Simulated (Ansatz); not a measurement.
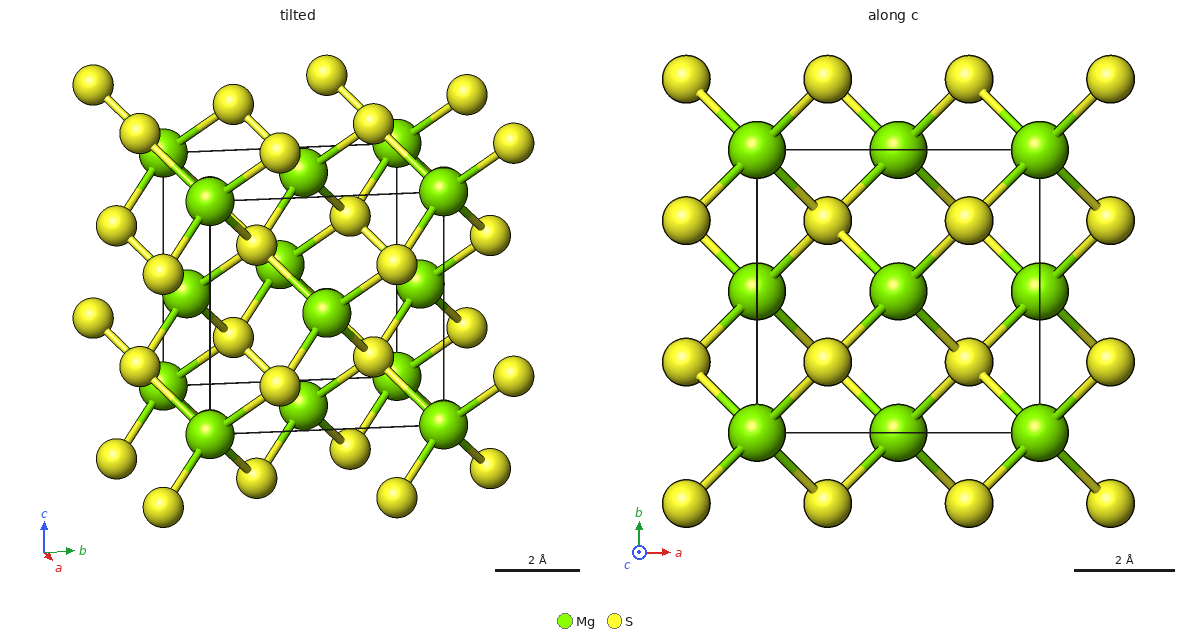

Crystal structure, ball-and-stick style, seen slightly off an axis and along the c axis. One conventional unit cell is framed, with atoms on its boundary repeated. Some atoms of the next cells are drawn as well. Cell: a = 5.70 Å, b = 5.70 Å, c = 5.70 Å, α = 90.00°, β = 90.00°, γ = 90.00°.

The cell started as a structure listed in the Materials Project. Earlier steps of the study may have refined or changed the cell and positions. It was run through Ansatz as a DFT input.

Give a description of the structure.

Answer. Composition: MgS. It belongs to space group F-43m (No. 216) and has a face-centred cubic lattice. Prototype: zinc blende (sphalerite type). In the cell are 4 Mg, 4 S, which makes 4 formula units. Mg is coordinated by four S in a tetrahedral arrangement at about 2.5 Å. S sits among four Mg in a tetrahedral arrangement at about 2.5 Å. The bonds build a three-dimensional framework.

The numbers come from DFT PBEsol, scalar-relativistic, plane waves, PAW (Ansatz), using plane-wave cutoff 420 eV, k-points about 0.24 Å⁻¹ apart, Gaussian smearing of 0.02 eV, no spin polarisation.

How large a gap does the method give, if there is one?

Answer. An insulator at this level, with a gap of 3.20 eV, direct.

State the Bader charges by element.

Answer. Mg +1.63 e; S -1.63 e.

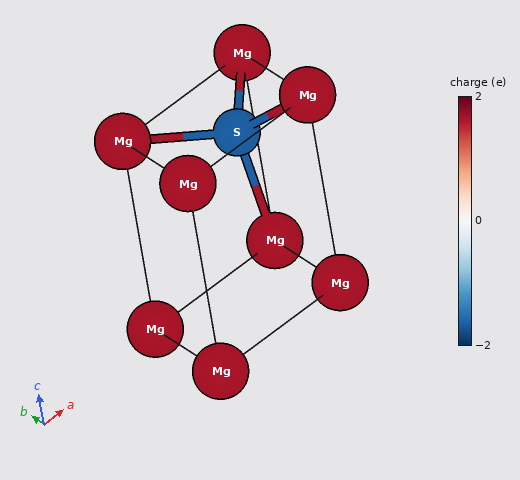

The atoms coloured by those charges. The run's cell of 2 atoms is drawn, so axes and origin can differ from the first picture.

Is the structure relaxed at this level of theory?

Answer. No. All forces vanish to within 0.01 eV/Å. The pressure is -1.3 GPa, so the cell would contract.
